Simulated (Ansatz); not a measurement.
**B$_{16}$P$_{17}$ (cell charge +3, with a compensating background) (cell with a defect): density, localisation and related maps**

Input

```
crystal:
  lattice:
    - [-4.5481928018, -4.5481928018, -4.5481928018]
    - [-4.5481928018, 4.5481928018, 4.5481928018]
    - [4.5481928018, 4.5481928018, -4.5481928018]
  atoms:
    - { symbol: B, position: [0.5155141159, 0.2623112738, 0.250902507] }
    - { symbol: B, position: [0.2462455732, 0.2496449506, 0.4886255829] }
    - { symbol: B, position: [0.0038980535, 0.2631595034, 0.7444638175] }
    - { symbol: B, position: [0.5138177247, 0.7532439706, 0.7444300486] }
    - { symbol: B, position: [0.5003328108, 0.5032554262, -0.0014631801] }
    - { symbol: B, position: [0.2579711739, 0.5172354298, 0.2526107243] }
    - { symbol: B, position: [0.0102261593, 0.5054572399, 0.5084677821] }
    - { symbol: B, position: [0.7129060327, 0.4622259652, 0.7173447319] }
    - { symbol: B, position: [0.7538892687, 0.2496962087, 0.9985477038] }
    - { symbol: B, position: [0.5002550883, -0.0044982452, 0.488587487] }
    - { symbol: B, position: [0.2602015475, 0.0129513328, 0.7437389181] }
    - { symbol: B, position: [0.2994114051, 0.7709839571, -0.0010022406] }
    - { symbol: B, position: [0.9941162267, 0.7434698497, 0.2797255139] }
    - { symbol: B, position: [0.7561354457, 0.7595577664, 0.5084278564] }
    - { symbol: B, position: [0.0230044692, 0.0513127354, 0.0006408839] }
    - { symbol: B, position: [0.7679032642, 0.0073312885, 0.2526429032] }
    - { symbol: P, position: [0.5290025261, 0.0134598012, 0.2573555779] }
    - { symbol: P, position: [0.2549468444, 0.0042931383, 0.4917423578] }
    - { symbol: P, position: [0.0145036786, 0.0165648608, 0.739239128] }
    - { symbol: P, position: [0.4860505519, 0.4946765532, 0.7398320658] }
    - { symbol: P, position: [0.5017666313, 0.2524620464, -0.005507498] }
    - { symbol: P, position: [0.2632182538, 0.2776414802, 0.25709127] }
    - { symbol: P, position: [0.0070716355, 0.2564048988, 0.4985555492] }
    - { symbol: P, position: [0.7452516504, 0.2352939978, 0.7397604922] }
    - { symbol: P, position: [0.7591367693, 0.0017142138, -0.0014428087] }
    - { symbol: P, position: [0.5070567268, 0.7563776067, 0.4985164954] }
    - { symbol: P, position: [0.2708860987, 0.7612770304, 0.7400263955] }
    - { symbol: P, position: [0.2523372853, 0.5085446959, -0.001455216] }
    - { symbol: P, position: [0.0040435904, 0.4941069421, 0.2573109362] }
    - { symbol: P, position: [0.7617727171, 0.5111107819, 0.5053581451] }
    - { symbol: P, position: [-0.1000361957, 0.6464189812, -0.0047252537] }
    - { symbol: P, position: [0.7447600111, 0.7533785685, 0.2572438766] }
    - { symbol: P, position: [0.1118894241, -0.137381073, -0.0031133573] }
  host:
    lattice:
      - [0.0, 2.2740964009, 2.2740964009]
      - [2.2740964009, 0.0, 2.2740964009]
      - [2.2740964009, 2.2740964009, 0.0]
    atoms:
      - { symbol: B, position: [0.0, 0.0, 0.0] }
      - { symbol: P, position: [0.25, 0.25, 0.25] }
total_charge: 3
basis:
  ecutwfc: 420
  xc_grid: 2
kpoints:
  mp_grid: { grid: [2, 2, 2], shift: [0.5, 0.5, 0.5] }
hamiltonian:
  xc: pbe
scf:
  occupations: { method: gaussian, width: 0.01 }
output:
  forces: true
  stress: false
  eigenvalues: true
  charged_corrections:
    defect_position: [0.25, 0.0, 0.0]
    epsilon: [[9.2563, 0.0, 0.0], [0.0, 9.2563, 0.0], [0.0, 0.0, 9.2563]]
  write_density: true
  write_potential: true
  elf: true
  volumetric_format: npy
relax:
  adjacent_minimum: "off"
  f_tol: 0.025
  max_steps: 45
```

Launched as:

```sh
ansatz run input.yaml --threads 4 --pin off --max-ram 10240MiB --backend cpu --events-out ev --progress --plain --runs-dir out
```

The fields are those of the run's last geometry, not of the input's.

Theory: DFT PBE, scalar-relativistic, plane waves, PAW (Ansatz 0.2.0).

In a PAW calculation such maps are meaningful between the atoms, not at the nuclei.

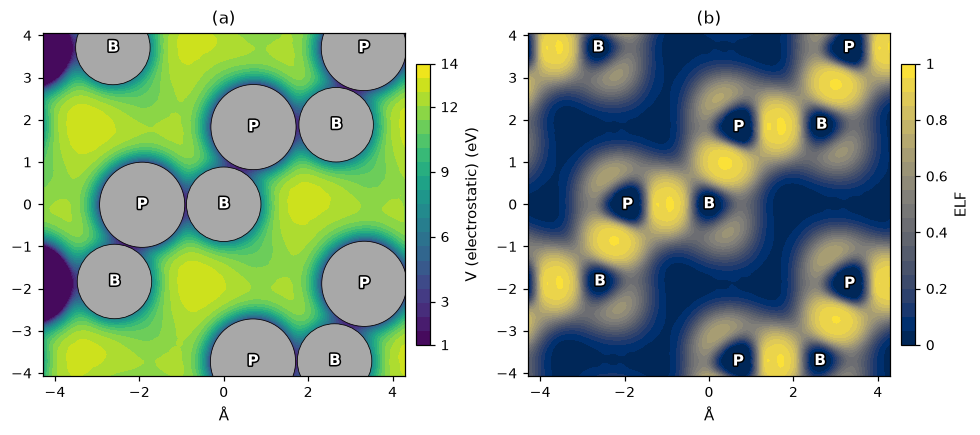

Figure 1. (a) electrostatic potential energy of an electron; (b) ELF on the (11̄0) plane of the calculation cell. Grey discs cover the atomic cores in the potential map.

Read the bonding off the picture.

Answer. Atoms in the plane: B and P. B–P (1.93 Å): the ELF peaks at about 0.95 between the atoms (a covalent bond). B–P (1.96 Å): the ELF peaks at about 0.95 between the atoms (localised, covalent bonding). Outside the cores the potential energy rises away from the atoms and is highest about 1.9 Å from the nearest atoms; its zero is arbitrary.

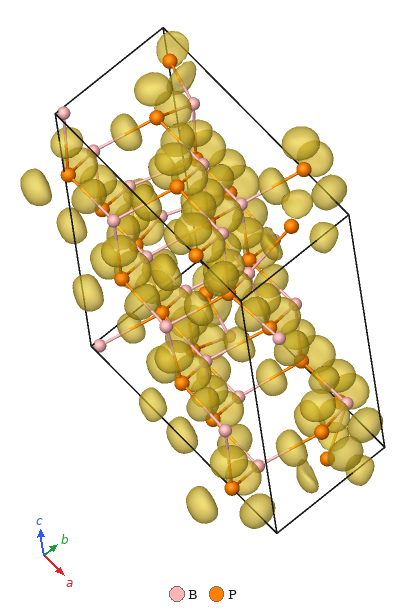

Figure 2. Isosurface of the ELF at 0.85 (yellow), seen slightly off an axis. Core shells and regions of very low density are left out. Sticks mark near contacts.

Where are the electrons localised?

Answer. The surface consists of 64 regions between bonded B–P atoms (shared pairs) and one region between bonded P–P atoms (shared pairs), counted in one cell of 33 atoms. Any copies at cell faces, edges or corners count once. Profiles from the grid: B–P (1.85 Å): the ELF peaks at about 0.90 between the atoms: localised, covalent bonding. P–P (1.99 Å): the ELF peaks at about 0.90 between the atoms, as expected for localised, covalent bonding.

Does the calculation give a band gap?

Answer. It is gapped, with a Kohn–Sham gap of 0.35 eV on the k-point mesh (the band edges may lie off the mesh, which would make the gap smaller).
